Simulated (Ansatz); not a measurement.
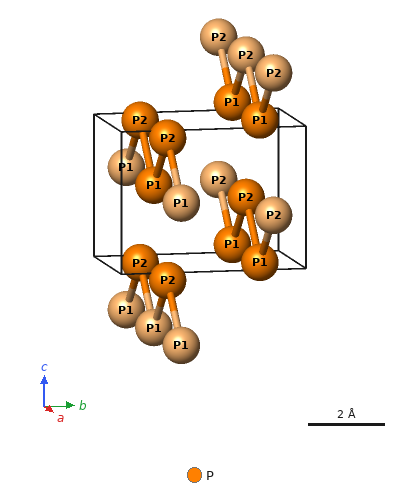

The input geometry of the first run (ball-and-stick view of the cell 2 times as large as that of the calculation, set on its symmetry axes, seen slightly off an axis; neighbours outside the cell are drawn fainter; atoms are numbered from 1 in the order of the input).

# Mending a single-point calculation on P

System: P (2 atoms in the cell).
Method of the first run: DFT, r2SCAN, plane waves, PAW (Ansatz 0.2.0).

The structure derives from a Materials Project entry. Text and figures count atoms from 1; the logs count them from 0 in places.

The input, the first run:
```yaml
crystal:
  lattice:
    - [-1.6915100431, 2.5151650373, 1.9147124599]
    - [1.6915100431, -2.5151650373, 1.9147124599]
    - [1.6915100431, 2.5151650373, -1.9147124599]
  atoms:
    - { symbol: P, position: [0.80330911, 0.05330911, 0.75] }
    - { symbol: P, position: [0.19669089, 0.94669089, 0.25] }
basis:
  ecutwfc: 500
kpoints:
  mp_grid: { grid: [0, 18, 18] }
hamiltonian:
  xc: r2scan
scf:
  occupations: { method: gaussian, width: 0.15 }
  max_iter: 75
output:
  forces: true
  eigenvalues: true
  stress: true
```

Launched with:
```bash
ansatz run input.yaml --threads 1 --pin off --max-ram 2560MiB --backend cpu --events-out ev --progress --plain --runs-dir out
```

Hardware: 1 thread of Intel Xeon @ 2.50GHz (Skylake/Cascade Lake), 192 GiB of memory available, shared host.

Output (the first run):
```
Error: invalid value for `kpoints.mp_grid.grid`: each dimension must be in 1..=255
```

> What should be changed in this input?

This input holds a deliberate fault: a mesh with a zero or a mesh and a spacing (`kpoints.mp_grid.grid`). The program refused the input: “invalid value for `kpoints.mp_grid.grid`: each dimension must be in 1..=255”

A run of the same system that converges differs from this input as follows (lines with − go, lines with + come):
```diff
-  mp_grid: { grid: [0, 18, 18] }
+  mp_grid: { grid: [18, 18, 18] }
-  max_iter: 75
```

Output, shortened to warnings, some set-up lines, iterations and results (the second run):
```
Basis set: ecut = 500 eV, 837 PW (Γ), exchange–correlation on 108×108×108 points (64 copies of the dense FFT grid, shifted against one another)
Symmetry: 8 space group operations
k-points: 865 of 5832
Initial density: superposition of atomic densities (neutral atoms: chi_scale 0, normalization atom), corrected by the library's trained network
[...]
SCF iter   1: F=—  HF=-1518.099107 eV  |F-HF|=—  |Δ(HF+E_count)|=         —  Δρ=5.53e-3  dr2=6.86e-3  dr2_τ=1.04e-2  ethr=1.77e-3  ⟨swp⟩=6.7  Hψ=68161  notcnv=0
SCF iter   2: F=—  HF=-1518.128612 eV  |F-HF|=—  |Δ(HF+E_count)|=   2.95e-2  Δρ=3.84e-3  dr2=3.35e-3  dr2_τ=5.21e-5  ethr=6.86e-5  ⟨swp⟩=2.0  Hψ=20820  notcnv=0
SCF iter   3: F=—  HF=-1518.129295 eV  |F-HF|=—  |Δ(HF+E_count)|=   6.83e-4  Δρ=5.99e-4  dr2=1.45e-4  dr2_τ=7.14e-6  ethr=3.35e-5  ⟨swp⟩=2.0  Hψ=12122  notcnv=0
SCF iter   4: F=—  HF=-1518.129285 eV  |F-HF|=—  |Δ(HF+E_count)|=   9.70e-6  Δρ=3.37e-4  dr2=2.55e-5  dr2_τ=2.36e-6  ethr=1.45e-6  ⟨swp⟩=2.5  Hψ=11889  notcnv=0
SCF iter   5: F=—  HF=-1518.129296 eV  |F-HF|=—  |Δ(HF+E_count)|=   1.05e-5  Δρ=3.36e-5  dr2=3.99e-7  dr2_τ=2.23e-8  ethr=2.55e-7  ⟨swp⟩=2.2  Hψ=12149  notcnv=0
SCF iter   6: F=—  HF=-1518.129296 eV  |F-HF|=—  |Δ(HF+E_count)|=   7.83e-8  Δρ=2.36e-5  dr2=1.52e-7  dr2_τ=3.41e-9  ethr=1.00e-9  ⟨swp⟩=8.7  Hψ=48758  notcnv=0
SCF iter   7: F=-1518.129296 eV  HF=-1518.129296 eV  |F-HF|=7.26e-10  |Δ(HF+E_count)|=   7.73e-8  Δρ=2.16e-6  dr2=1.31e-9  dr2_τ=3.08e-11  ethr=1.00e-9  ⟨swp⟩=5.5  Hψ=30952  …
SCF 1 converged in 7 iterations: F = -1518.129296 eV  dr2 = 1.31e-9
SCF converged after 7 iterations
Free energy (F): -1518.129296 eV
Harris-Foulkes:  -1518.129296 eV  (|F-HF|=7.26e-10)
Internal energy: -1518.127292 eV  (E = F + TS)
E sigma→0 (E₀):  -1518.128294 eV
Entropy (-TS):   -0.002003 eV (-1.002 meV/atom)
Fermi energy:    9.928184 eV
--- Per-component energies (eV) ---
  E_band       = 25.380076
  E_kinetic    = 140.082892
  E_local      = -73.831006  (includes V_loc(G=0)·N_el)
  E_nonlocal   = 66.127655
  E_hartree    = 16.558078
  E_xc         = -116.767720
  E_vxc        = -130.590623  (∫ρ·V_xc dr)
  E_paw        = -1151.384392  (= ΣΔE_a)
  E_vpaw       = -15.593297  (= ΣTr[D̂ρ^β])
  E_aug_tail   = 0.000001  (compensation charges beyond the density's cutoff)
  E_vtau       = 6.068514  (kinetic-family band-sum trace: ∫τ·v_τ [+ j·A + Jᵃ·Aᵃ] dr)
  E_ewald      = -398.731116
  E_core_change = -0.181684  (= ΣΔE_core)
  E_smearing   = -0.002003  (= −TS)
  E_closure    = -0.000000  (closes the sum)
  Σ components = -1518.129296   (vs F -1518.129296, Δ=0.00e0)
--- Forces (eV/Å), atoms counted from 1 ---
  atom   1  P     -0.00000000    -0.00000000     0.24204419
  atom   2  P      0.00000000     0.00000000    -0.24204419
  max |Σ_I F_I| component: 5.55e-17 eV/Å
--- Stress (GPa, compression-positive) ---
       -0.695261       0.000000       0.000000
        0.000000       1.483643      -0.000000
        0.000000      -0.000000      -3.598431
  P = ⅓ Tr σ = -0.9367 GPa (-9.367 kbar)
```

The two runs side by side:

```tsv
quantity	the first run	the second run
outcome	refused	converged
free energy per atom (eV)	–	−759.0646
gap on the mesh (eV)	–	0.00
pressure (GPa)	–	−0.94
volume per atom (Å³)	–	16.29
largest force (eV/Å)	–	0.242
SCF iterations	–	7
irreducible k-points	–	865
plane waves at Γ	–	837
```
